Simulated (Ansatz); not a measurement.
Input structure:

```
CELL_PARAMETERS angstrom
4.41547 0.00000 0.00000
-2.20774 3.82391 0.00000
0.00000 0.00000 2.57307
ATOMIC_POSITIONS crystal
Si 0.00000 0.00000 0.00000
Ti 0.33333 0.66667 0.50000
Si 0.66667 0.33333 0.50000
```

> What does this file describe?

It has the composition TiSi2. The structure has P-6m2 (No. 187) symmetry and a primitive hexagonal lattice. There are 3 atoms in the cell: 1 Ti, 2 Si.

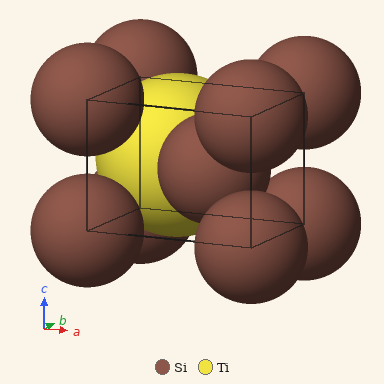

Space-filling representation of a periodic structure, projected slightly off an axis. The conventional unit cell is drawn as a box.

Origin of the cell: a structure listed in the Materials Project, with elements exchanged, so it need not be a known form of the compound. This is the structure after a relaxation with Ansatz, DFT PBEsol, scalar-relativistic, plane waves, PAW.
